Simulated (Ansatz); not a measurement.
Start from this file.

```cif
data_structure
_symmetry_space_group_name_H-M 'P 63 m c'
_symmetry_Int_Tables_number 186
_cell_length_a 2.9425
_cell_length_b 2.9425
_cell_length_c 4.8300
_cell_angle_alpha 90.000
_cell_angle_beta 90.000
_cell_angle_gamma 120.000
_cell_volume 36.22
loop_
_atom_site_label
_atom_site_type_symbol
_atom_site_symmetry_multiplicity
_atom_site_Wyckoff_symbol
_atom_site_fract_x
_atom_site_fract_y
_atom_site_fract_z
_atom_site_occupancy
Si1 Si 2 b 0.33333 0.66667 0.49969 1
C1 C 2 b 0.33333 0.66667 0.87531 1
```

Q: What crystal do these data define?

A: This is SiC. Space group P6_3mc (No. 186), lattice primitive hexagonal. The structure is of the kind named wurtzite. The cell has 4 atoms, namely 2 Si, 2 C. About every Si there are four C in a tetrahedral arrangement at 1.80 to 1.81 Å. Each C atom is coordinated by four Si in a tetrahedral arrangement at 1.80 to 1.81 Å. The bonds build a three-dimensional framework.

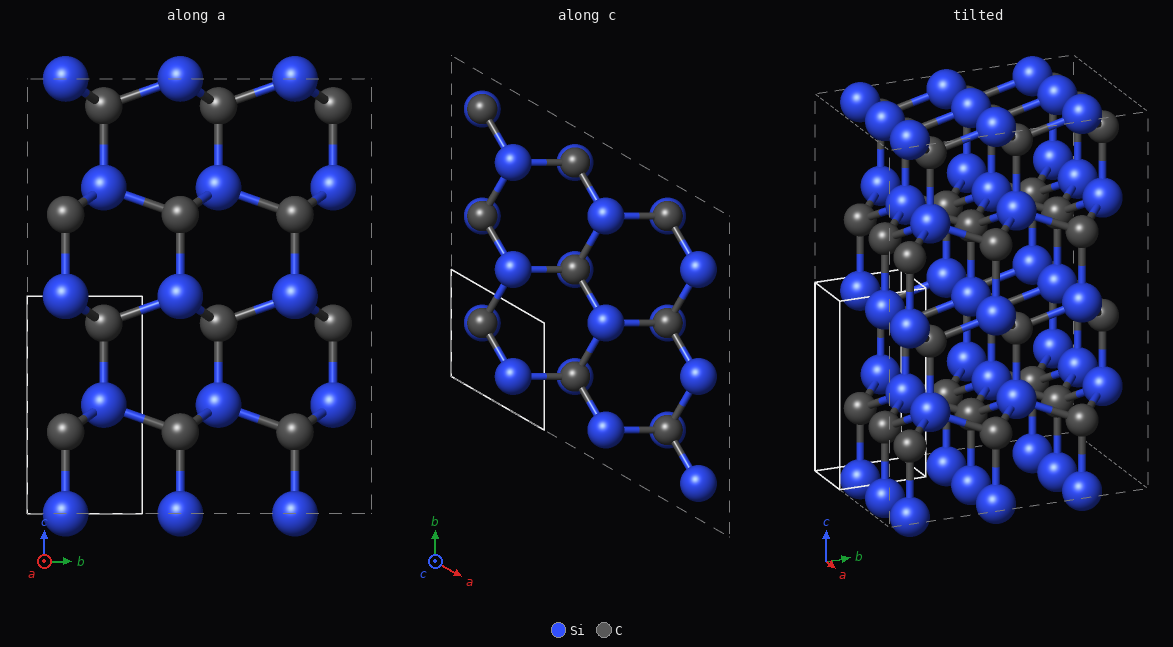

Drawn in the ball-and-stick manner and seen along the a axis, along the c axis and slightly off an axis. The solid frame is a single conventional unit cell within a 3×3×2 block. Colours: silicon blue, carbon dark grey.

It derives from a structure listed in the Materials Project. The cell was then strained or its atoms displaced on purpose. It was run through Ansatz as a DFT input.

At this level of theory the cell isn't at rest (compressed, at 39 GPa), so its distances can differ from those at equilibrium, the more so the softer the solid.
